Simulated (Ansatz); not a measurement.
A periodic structure is given below.

```
C
1.0
     6.80688    0.00000    0.00000
     0.00000    2.44488    0.00000
    -3.32730    0.00000   10.35701
C
20
Direct
  0.67785 0.50000 0.06668
  0.71119 0.00000 0.26668
  0.74452 0.50000 0.46668
  0.77785 0.00000 0.66668
  0.81119 0.50000 0.86668
  0.82215 0.00000 0.93332
  0.68881 0.00000 0.13332
  0.72215 0.50000 0.33332
  0.75548 0.00000 0.53332
  0.78881 0.50000 0.73332
  0.17785 0.00000 0.06668
  0.21119 0.50000 0.26668
  0.24452 0.00000 0.46668
  0.27785 0.50000 0.66668
  0.31119 0.00000 0.86668
  0.32215 0.50000 0.93332
  0.18881 0.50000 0.13332
  0.22215 0.00000 0.33332
  0.25548 0.50000 0.53332
  0.28881 0.00000 0.73332
```

**Describe what this structure looks like.**

The element is carbon. Its lattice is base-centred monoclinic, its space group C2/m (No. 12). The cell holds 20 atoms. Neighbours within bonding distance: C 2 to 3 (mean 2.8). The bonds build C chains along [010].

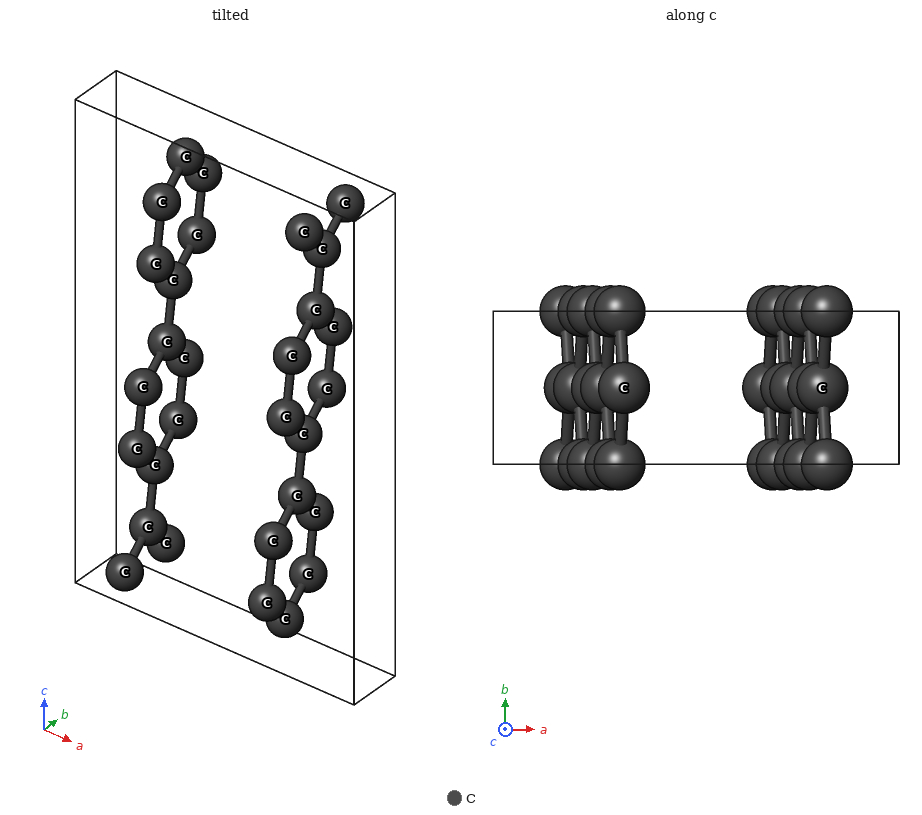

Structure drawing (ball-and-stick), viewed slightly off an axis and along the c axis. The conventional unit cell is drawn as a box.

It goes back to a structure listed in the Materials Project. The cell was then strained or its atoms displaced on purpose. It went into a calculation with Ansatz.

At this level of theory the cell isn't at rest (forces up to 0.7 eV/Å), so its distances can differ from those at equilibrium, the more so the softer the solid.
